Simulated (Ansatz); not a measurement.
# Two runs on CdTe

System: CdTe (F-43m, 2 atoms in the cell).
Method of the first run: Kohn-Sham DFT of a periodic cell, BLYP with D3(BJ), Ansatz PAW, no spin polarisation (Ansatz 0.2.0).

The structure derives from an entry of the Crystallography Open Database. Text and figures count atoms from 1; the logs count them from 0 in places.

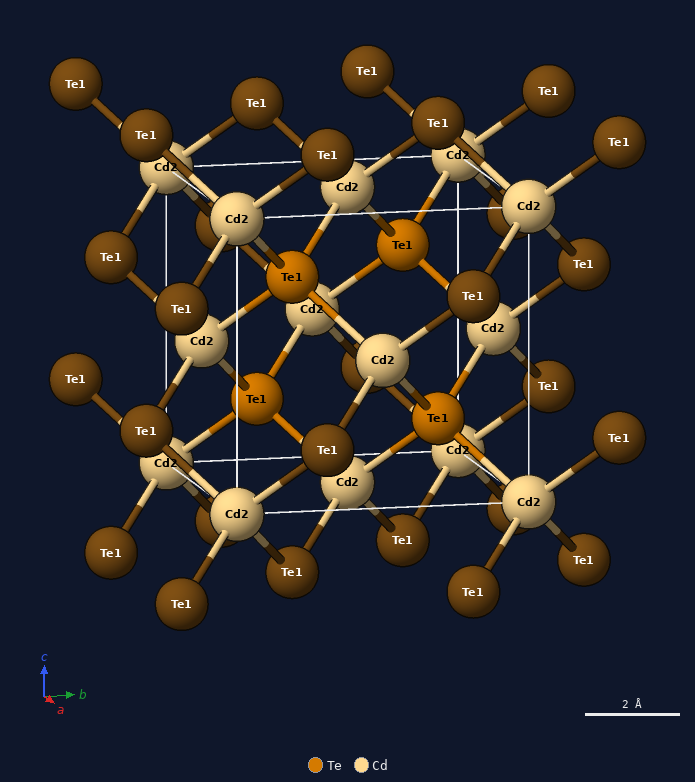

Fig. 1: The structure as given in the input (ball-and-stick view of the cell 4 times as large as that of the calculation, set on its symmetry axes, seen slightly off an axis; neighbours outside the cell are drawn fainter; atoms are numbered from 1 in the order of the input). Near neighbours in the crystal (not all of them lie inside the picture): Te has 4 Cd at 2.78 Å; Cd has 4 Te at 2.78 Å.

The input, the first run:
```yaml
crystal:
  lattice:
    - [0.0, 3.205, 3.205]
    - [3.205, 0.0, 3.205]
    - [3.205, 3.205, 0.0]
  atoms:
    - { symbol: Te, position: [0.75, 0.75, 0.75] }
    - { symbol: Cd, position: [0.0, 0.0, 0.0] }
hamiltonian:
  xc: blyp
  pseudopotentials: { kind: paw }
  dispersion: d3bj
kpoints:
  mp_grid: { grid: [7, 7, 7] }
scf:
  occupations: { method: fermi_dirac, width: 0.05 }
output:
  forces: true
  stress: true
relax:
  f_tol: 0.01
  max_steps: 40
  cell: { stress_tol: 0.05 }
```

Command:
```bash
ansatz run input.yaml --threads 2 --pin off --max-ram 5632MiB --backend cpu --events-out ev --progress --plain --runs-dir out
```

Hardware: 2 threads of Intel Xeon (Sapphire Rapids), 16 GiB of memory available, shared host.

Output, shortened to warnings, some set-up lines, iterations and results (the first run):
```
Basis set: ecut = 420 eV, 1243 PW (Γ), exchange–correlation on 64×64×64 points (8 copies of the dense FFT grid, shifted against one another)
Symmetry: 24 space group operations
k-points: 20 of 343 (time reversal used)
Initial density: superposition of atomic densities (neutral atoms: chi_scale 0, normalization atom), corrected by the library's trained network
[...]
SCF iter   1: F=—  HF=-15269.783398 eV  |F-HF|=—  |Δ(HF+E_count)|=         —  Δρ=3.48e-3  dr2=3.69e-3  ethr=1.77e-3  ⟨swp⟩=6.1  Hψ=2098  notcnv=0
SCF iter   2: F=—  HF=-15269.783067 eV  |F-HF|=—  |Δ(HF+E_count)|=   3.31e-4  Δρ=1.58e-3  dr2=7.14e-4  ethr=1.03e-5  ⟨swp⟩=2.0  Hψ=738  notcnv=0
SCF iter   3: F=—  HF=-15269.783144 eV  |F-HF|=—  |Δ(HF+E_count)|=   7.72e-5  Δρ=3.56e-4  dr2=1.12e-4  ethr=1.98e-6  ⟨swp⟩=2.5  Hψ=675  notcnv=0
SCF iter   4: F=—  HF=-15269.783107 eV  |F-HF|=—  |Δ(HF+E_count)|=   3.71e-5  Δρ=1.14e-4  dr2=4.96e-6  ethr=3.12e-7  ⟨swp⟩=2.0  Hψ=604  notcnv=0
SCF iter   5: F=—  HF=-15269.783102 eV  |F-HF|=—  |Δ(HF+E_count)|=   5.45e-6  Δρ=5.13e-5  dr2=1.24e-6  ethr=1.38e-8  ⟨swp⟩=2.0  Hψ=801  notcnv=0
[... 26 lines ...]
SCF iter   4: F=—  HF=-15269.803111 eV  |F-HF|=—  |Δ(HF+E_count)|=   1.06e-5  Δρ=6.30e-6  dr2=3.07e-9  ethr=2.45e-10  ⟨swp⟩=2.0  Hψ=781  notcnv=0
SCF iter   5: F=—  HF=-15269.803112 eV  |F-HF|=—  |Δ(HF+E_count)|=   1.06e-6  Δρ=9.93e-7  dr2=7.12e-11  ethr=8.53e-12  ⟨swp⟩=2.0  Hψ=616  notcnv=0
SCF iter   6: F=-15269.803112 eV  HF=-15269.803112 eV  |F-HF|=9.09e-12  |Δ(HF+E_count)|=   2.69e-8  Δρ=5.75e-8  dr2=2.84e-12  ethr=1.00e-12  ⟨swp⟩=6.9  Hψ=1991  notcnv=0
SCF 5 converged in 6 iterations: F = -15269.803112 eV  dr2 = 2.84e-12
relax step   5: F+E_penalty+E_count = -15269.80311210 eV  Δ(F+E_penalty+E_count) = -6.440e-4 eV  max|allowed force component| = 4.481e-17 eV/Å  Δτ_max = 0.0000 Å  P = +0.000 …
basis re-selected at this cell: Δ(F+E_penalty+E_count) = -6.440e-4 eV, ΔP = -0.005 GPa vs the last step (what re-selecting the basis moved, of the pressure what is left beyond the Pulay correction that the steps carried, after the strain that the cell walked since its last selection, with what the …
SCF converged after 6 iterations
Free energy (F): -15269.803112 eV
Harris-Foulkes:  -15269.803112 eV  (|F-HF|=9.09e-12)
Internal energy: -15269.803096 eV  (E = F + TS)
E sigma→0 (E₀):  -15269.803104 eV
Entropy (-TS):   -0.000016 eV (-0.008 meV/atom)
Fermi energy:    7.993498 eV
--- Per-component energies (eV) ---
  E_band       = -782.102818
  E_kinetic    = 687.411154
  E_local      = -5448.577306  (includes V_loc(G=0)·N_el)
  E_nonlocal   = -281.727592
  E_hartree    = 2747.819029
  E_xc         = -297.810917
  E_vxc        = -320.638841  (∫ρ·V_xc dr)
  E_paw        = -8782.245039  (= ΣΔE_a)
  E_vpaw       = -914.208006  (= ΣTr[D̂ρ^β])
  E_aug_tail   = -0.000172  (compensation charges beyond the density's cutoff)
  E_ewald      = -3893.191310
  E_disp       = -1.533846  (pairwise vdW)
  E_core_change = 0.052902  (= ΣΔE_core)
  E_smearing   = -0.000016  (= −TS)
  E_closure    = 0.000000  (closes the sum)
  Σ components = -15269.803112   (vs F -15269.803112, Δ=0.00e0)
--- Forces (eV/Å), atoms counted from 1 ---
  atom   1  Te    -0.00000000    -0.00000000    -0.00000000
  atom   2  Cd    -0.00000000     0.00000000     0.00000000
  max |Σ_I F_I| component: 6.77e-17 eV/Å
--- Stress (GPa, compression-positive) ---
        0.000007      -0.000000      -0.000000
       -0.000000       0.000007       0.000000
       -0.000000       0.000000       0.000007
  P = ⅓ Tr σ = 0.0000 GPa (0.000 kbar)
--- Relaxed structure (4 steps of the walk, 4 accepted, 1 SCFs on fresh bases) ---
  F+E_penalty+E_count = -15269.80311210 eV   max|allowed force component| = 4.481e-17 eV/Å   (the final SCF, on the basis selected at the relaxed cell)
  cell:  # Å, volume = 69.0164 Å³
    - [6.878752244409045e-34, 3.2556732205591934, 3.2556732205591934]
    - [3.2556732205591934, 2.6750703172701848e-33, 3.2556732205591934]
    - [3.2556732205591934, 3.2556732205591934, 3.617714143355869e-33]
  atoms:
    - { symbol: Te, position: [0.7500000000000001, 0.7500000000000001, 0.7500000000000001] }
[...]
```

For the second run the input was changed thus:
```diff
-  dispersion: d3bj
+  dispersion: d4
```

What does this change do to the results?

The total energies belong to different models, so their difference says nothing on which is more stable or more accurate. The volume per atom goes from 34.51 to 35.14 Å³. The SCF takes 25 iterations over all geometry steps against 26.

Output, shortened to warnings, some set-up lines, iterations and results (the second run):
```
Basis set: ecut = 420 eV, 1243 PW (Γ), exchange–correlation on 64×64×64 points (8 copies of the dense FFT grid, shifted against one another)
Symmetry: 24 space group operations
k-points: 20 of 343 (time reversal used)
Initial density: superposition of atomic densities (neutral atoms: chi_scale 0, normalization atom), corrected by the library's trained network
[...]
SCF iter   1: F=—  HF=-15269.538929 eV  |F-HF|=—  |Δ(HF+E_count)|=         —  Δρ=3.48e-3  dr2=3.69e-3  ethr=1.77e-3  ⟨swp⟩=6.1  Hψ=2098  notcnv=0
SCF iter   2: F=—  HF=-15269.538598 eV  |F-HF|=—  |Δ(HF+E_count)|=   3.31e-4  Δρ=1.58e-3  dr2=7.14e-4  ethr=1.03e-5  ⟨swp⟩=2.0  Hψ=738  notcnv=0
SCF iter   3: F=—  HF=-15269.538675 eV  |F-HF|=—  |Δ(HF+E_count)|=   7.72e-5  Δρ=3.56e-4  dr2=1.12e-4  ethr=1.98e-6  ⟨swp⟩=2.5  Hψ=675  notcnv=0
SCF iter   4: F=—  HF=-15269.538638 eV  |F-HF|=—  |Δ(HF+E_count)|=   3.71e-5  Δρ=1.14e-4  dr2=4.96e-6  ethr=3.12e-7  ⟨swp⟩=2.0  Hψ=604  notcnv=0
SCF iter   5: F=—  HF=-15269.538633 eV  |F-HF|=—  |Δ(HF+E_count)|=   5.45e-6  Δρ=5.13e-5  dr2=1.24e-6  ethr=1.38e-8  ⟨swp⟩=2.0  Hψ=801  notcnv=0
[... 25 lines ...]
SCF iter   4: F=—  HF=-15269.576577 eV  |F-HF|=—  |Δ(HF+E_count)|=   2.75e-5  Δρ=8.52e-6  dr2=4.71e-9  ethr=4.95e-10  ⟨swp⟩=2.0  Hψ=781  notcnv=0
SCF iter   5: F=—  HF=-15269.576579 eV  |F-HF|=—  |Δ(HF+E_count)|=   2.24e-6  Δρ=1.04e-6  dr2=1.07e-10  ethr=1.31e-11  ⟨swp⟩=2.0  Hψ=620  notcnv=0
SCF iter   6: F=-15269.576579 eV  HF=-15269.576579 eV  |F-HF|=9.46e-11  |Δ(HF+E_count)|=   3.17e-8  Δρ=7.36e-8  dr2=2.56e-12  ethr=1.00e-12  ⟨swp⟩=6.9  Hψ=1979  notcnv=0
SCF 5 converged in 6 iterations: F = -15269.576579 eV  dr2 = 2.56e-12
relax step   5: F+E_penalty+E_count = -15269.57657946 eV  Δ(F+E_penalty+E_count) = -8.404e-4 eV  max|allowed force component| = 4.192e-17 eV/Å  Δτ_max = 0.0000 Å  P = +0.004 …
basis re-selected at this cell: Δ(F+E_penalty+E_count) = -8.404e-4 eV, ΔP = -0.008 GPa vs the last step (what re-selecting the basis moved, of the pressure what is left beyond the Pulay correction that the steps carried, after the strain that the cell walked since its last selection, with what the …
SCF converged after 6 iterations
Free energy (F): -15269.576579 eV
Harris-Foulkes:  -15269.576579 eV  (|F-HF|=9.46e-11)
Internal energy: -15269.576554 eV  (E = F + TS)
E sigma→0 (E₀):  -15269.576567 eV
Entropy (-TS):   -0.000026 eV (-0.013 meV/atom)
Fermi energy:    7.714626 eV
--- Per-component energies (eV) ---
  E_band       = -789.505613
  E_kinetic    = 687.038342
  E_local      = -5487.664345  (includes V_loc(G=0)·N_el)
  E_nonlocal   = -281.727748
  E_hartree    = 2763.760940
  E_xc         = -297.620057
  E_vxc        = -320.372317  (∫ρ·V_xc dr)
  E_paw        = -8782.283295  (= ΣΔE_a)
  E_vpaw       = -914.301269  (= ΣTr[D̂ρ^β])
  E_aug_tail   = -0.000190  (compensation charges beyond the density's cutoff)
  E_ewald      = -3869.856660
  E_disp       = -1.276443  (pairwise vdW)
  E_core_change = 0.052902  (= ΣΔE_core)
  E_smearing   = -0.000026  (= −TS)
  E_closure    = 0.000000  (closes the sum)
  Σ components = -15269.576579   (vs F -15269.576579, Δ=0.00e0)
--- Forces (eV/Å), atoms counted from 1 ---
  atom   1  Te    -0.00000000    -0.00000000    -0.00000000
  atom   2  Cd     0.00000000     0.00000000     0.00000000
  max |Σ_I F_I| component: 6.42e-17 eV/Å
--- Stress (GPa, compression-positive) ---
        0.004074      -0.000000      -0.000000
       -0.000000       0.004074       0.000000
       -0.000000       0.000000       0.004074
  P = ⅓ Tr σ = 0.0041 GPa (0.041 kbar)
--- Relaxed structure (4 steps of the walk, 4 accepted, 1 SCFs on fresh bases) ---
  F+E_penalty+E_count = -15269.57657946 eV   max|allowed force component| = 4.192e-17 eV/Å   (the final SCF, on the basis selected at the relaxed cell)
  cell:  # Å, volume = 70.2724 Å³
    - [4.84060343125081e-34, 3.27530443693962, 3.27530443693962]
    - [3.27530443693962, 9.375484540527885e-33, 3.27530443693962]
    - [3.27530443693962, 3.27530443693962, 9.655730002337142e-33]
  atoms:
    - { symbol: Te, position: [0.75, 0.75, 0.75] }
    - { symbol: Cd, position: [1.7988303359603543e-33, -1.4110529046850383e-33, -1.633578936675958e-33] }
```

The two runs side by side:

| quantity | the first run | the second run |
| --- | --- | --- |
| outcome | converged | converged |
| free energy per atom (eV) | −7634.9016 | −7634.7883 |
| pressure (GPa) | 0.00 | 0.00 |
| volume per atom (Å³) | 34.51 | 35.14 |
| largest force (eV/Å) | 0.000 | 0.000 |
| SCF iterations | 26 | 25 |
| irreducible k-points | 20 | 20 |
| wall time (shared host) | 7.9 s | 7.8 s |

For both runs: Points of doubt noted for this run: forces on files of another functional.
